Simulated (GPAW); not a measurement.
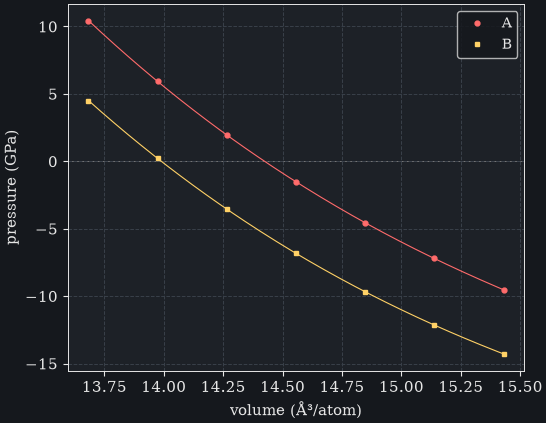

The plot gives the computed pressure against volume, with one curve for each functional, for CuAu (space group P4/mmm). The labels are replaced by letters. In alphabetical order the cases are: LDA; PBEsol.

Computed with GPAW 26.7.0: PAW DFT in plane waves, on a grid or in atomic orbitals, no spin polarisation; energies at scaled volumes of the given cell, shape and fractions fixed, counted from the fit's minimum, third-order Birch-Murnaghan fit. All runs: no spin polarisation.

- k mesh: 9×9×7
- occupations: Fermi–Dirac
- smearing width: 0.05 eV
- wave cutoff: 600 eV

### Which letter stands for which functional?

A: PBEsol; B: LDA.

Note: spin-orbit coupling left out, heavy elements; shape and atomic fractions are frozen while scaling, which makes layered, chain and framework solids too stiff.
